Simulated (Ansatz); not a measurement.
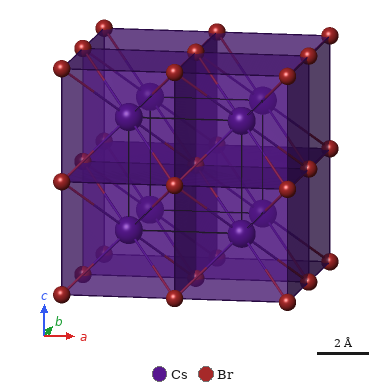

This polyhedral model is shown slightly off an axis. One conventional unit cell is framed, with atoms on its boundary repeated. Some atoms of the next cells are drawn as well.

CsBr, caesium chloride (CsCl, B2) type, space group Pm-3m (No. 221), a = 4.548 Å, b = 4.548 Å, c = 4.548 Å, α = 90.00°, β = 90.00°, γ = 90.00°. The model was built from a structure type filled with these elements by a generator (whether the compound takes this form wasn't checked). The cell was then strained or its atoms displaced on purpose. Ansatz was used for an electronic-structure calculation on it.

This one geometry was computed with Ansatz (DFT, plane waves, PAW) at three levels of theory: PBE, HSE06 and r2SCAN. It was relaxed with r2SCAN and then strained.

How does the band gap change with the level of theory?

Answer. PBE: a gap of 3.90 eV, indirect; r2SCAN: a gap of 4.60 eV, indirect; HSE06: a gap of 5.02 eV, indirect.

Collect the results in a table.

Answer.
| level | cutoff (eV) | k-mesh of the run's cell | gap (eV) | pressure (GPa) |
| --- | --- | --- | --- | --- |
| PBE | 420 | 6×6×6 | 3.90 | -1.0 |
| HSE06 | 420 | 4×4×4 | 5.02 | -1.2 |
| r2SCAN | 500 | 6×6×6 | 4.60 | -1.6 |

Gaps are taken on the k-mesh or band path of each run.
